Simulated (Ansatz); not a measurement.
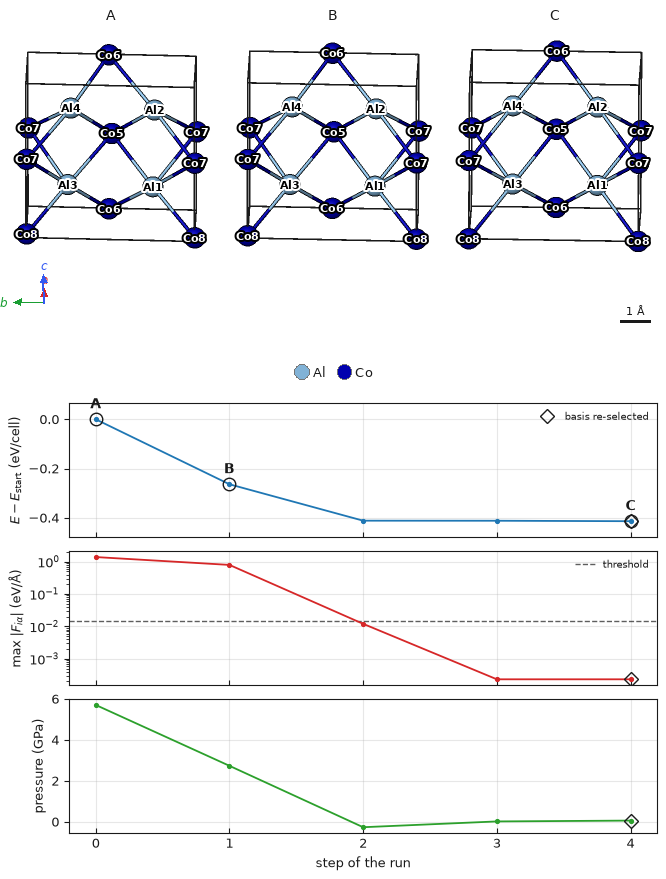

Frames of a relaxation of crystalline AlCo (built on the CuAu (L1_0)_123 type) (coarse preliminary run), marked on the history of the run. Style: ball-and-stick. Shown: the cell of the calculation, from a free direction.

These are results of DFT PBE, scalar-relativistic, plane waves, PAW (Ansatz), not measurements.

Input
```yaml
crystal:
  lattice:
    - [2.8409009855, 0.0199648579, -0.0426787123]
    - [0.0399297157, 5.6647977645, 0.0280166133]
    - [-0.0853574246, 0.0280166133, 5.6488501773]
  atoms:
    - { symbol: Al, position: [0.5151551733, 0.2514729471, 0.2438002211] }
    - { symbol: Al, position: [0.4996924411, 0.2408975622, 0.7458309721] }
    - { symbol: Al, position: [0.4956575932, 0.7575098919, 0.2495442696] }
    - { symbol: Al, position: [0.5043384503, 0.7396280004, 0.7446600824] }
    - { symbol: Co, position: [-0.0371045522, 0.5000505174, 0.4926510591] }
    - { symbol: Co, position: [0.9852769257, 0.5180025819, 0.9986640687] }
    - { symbol: Co, position: [0.0018110593, 0.9956082684, 0.5080186444] }
    - { symbol: Co, position: [0.0351729093, -0.0031697693, 0.0168306826] }
basis:
  ecutwfc: 420
kpoints:
  mp_grid: { grid: [8, 4, 4] }
hamiltonian:
  xc: pbe
scf:
  occupations: { method: gaussian, width: 0.1 }
output:
  forces: true
  stress: true
  eigenvalues: true
relax:
  adjacent_minimum: "off"
  f_tol: 0.015
  max_steps: 120
  cell: { stress_tol: 0.15 }
```

Launched with:
```bash
ansatz run input.yaml --threads 1 --pin off --max-ram 2560MiB --backend cpu --events-out ev --progress --plain --runs-dir out
```

What happens along the run?

Co8 moves most relative to the cell: 0.14 Å roughly along [−2 0 −1]. By element the largest moves are Co 0.14 Å, Al 0.07 Å. The drawn cell changes as follows: a 2.841 → 2.852 Å (+0.4 %), b 5.665 → 5.703 Å (+0.7 %), c 5.650 → 5.704 Å (+1.0 %), α 89.4° → 90.0°, β 91.7° → 90.0°, γ 89.2° → 90.0°; the volume changes by +2.1 %. Near-neighbour distances that change, for instance: Al3–Co8 2.256 → 2.469 Å, Al4–Co6 2.302 → 2.469 Å, Al2–Co6 2.597 → 2.470 Å, Al4–Co8 2.594 → 2.470 Å. The space group (tolerance 0.01 Å) goes from P1 (No. 1) to Pm-3m (No. 221). Over 3 accepted moves (4 points after the start) the energy falls by 0.414 eV per cell of the calculation. Largest force component: 1.4 eV/Å at the start, 0.00023 eV/Å at the end. Pressure: 5.70 GPa at the start and 0.06 GPa at the end. At 1 point the geometry stayed and the basis and grid were re-selected for the new cell (energy shift of 1.9 meV per cell of the calculation at most each time). Cost: 2.5 min on 1 thread of Intel(R) Xeon(R) Platinum 8259CL CPU @ 2.50GHz (Skylake/Cascade Lake) (shared host), peak memory 0.54 GiB. From step 0 to 1: Co8 moves most (0.05 Å), volume +1.0 %, energy −0.264 eV per cell of the calculation. From step 1 to 4: Co8 moves most (0.09 Å), volume +1.1 %, energy −0.150 eV per cell of the calculation.

```
step  E − E(0), meV/atom  largest force component, eV/Å  pressure, GPa  volume, Å³/atom                      note
   0                0.00                         1.3852           5.70           11.360                          
   1              -32.96                         0.7922           2.73           11.470                          
   2              -51.44                         0.0120          -0.26           11.615                          
   3              -51.47                         0.0002           0.02           11.597                          
   4              -51.71                         0.0002           0.06           11.597  same geometry, new basis
```
